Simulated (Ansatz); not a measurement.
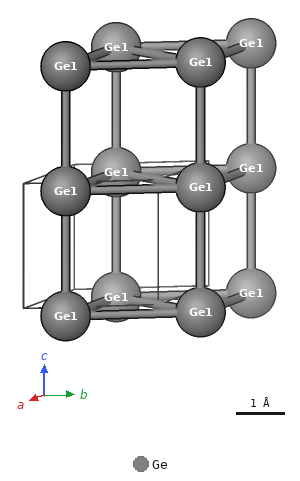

Solid Ge (Cmmm): the cell is strained equally along x and y and separately along z, with the atoms kept at their fractional coordinates. x, y and z are the Cartesian axes of the input. The picture shows the reference cell. A ball-and-stick model of the cell of the calculation, repeated 2 × 2 × 2 with one cell outlined, seen slightly off an axis.

Method: Ansatz 0.2.0, DFT PBEsol, scalar-relativistic, plane waves, PAW. (plane-wave cutoff 420 eV; k-point mesh 24 × 24 × 22; occupations gaussian; smearing width 0.15 eV; no spin polarisation). Energies (free energies at the smearing named) are counted from the relaxed crystal.

Input file:
```yaml
crystal:
  lattice:
    - [1.3826056149, -2.5195012412, 0.0]
    - [1.3826056149, 2.5195012412, 0.0]
    - [0.0, 0.0, 2.6427277821]
  atoms:
    - { symbol: Ge, position: [0.5, 0.5, 0.0] }
basis:
  ecutwfc: 420
kpoints:
  mp_grid: { grid: [24, 24, 22] }
hamiltonian:
  xc: pbesol
scf:
  occupations: { method: gaussian, width: 0.15 }
output:
  forces: true
  stress: true
  eigenvalues: true
  write_density: true
  write_potential: true
  elf: true
  volumetric_format: npy
```

Launched with:
```bash
ansatz run input.yaml --threads 2 --pin off --max-ram 5120MiB --backend cpu --events-out ev --progress --plain --runs-dir out
```

**What energies does the calculation give on a grid with rows −0.030, −0.015, 0.000, 0.015, 0.030 and columns −0.030, −0.015, 0.000, 0.015, 0.030 (strain along x and y; strain along z)?**

Rows: strain along x and y; columns: strain along z; values in meV/atom.

|  | −0.030 | −0.015 | 0.000 | 0.015 | 0.030 |
| --- | --- | --- | --- | --- | --- |
| −0.030 | 40.5 | 30.7 | 26.4 | 26.9 | 31.8 |
| −0.015 | 18.7 | 9.7 | 6.8 | 8.7 | 14.7 |
| 0.000 | 10.9 | 2.3 | 0.0 | 3.1 | 10.2 |
| 0.015 | 14.7 | 6.8 | 4.9 | 8.3 | 16.4 |
| 0.030 | 28.2 | 21.3 | 20.0 | 23.7 | 32.0 |

In pairs of (strain along x and y; strain along z): the lowest computed point lies at (0.000, 0.000) (0.0 meV/atom), the highest at (−0.030, −0.030) (40.5 meV/atom).  Over the ranges scanned the energy rises more along the first axis, the in-plane strain. The pressure runs from −5.6 GPa at (0.030, 0.030) to 8.7 GPa at (−0.030, −0.030).
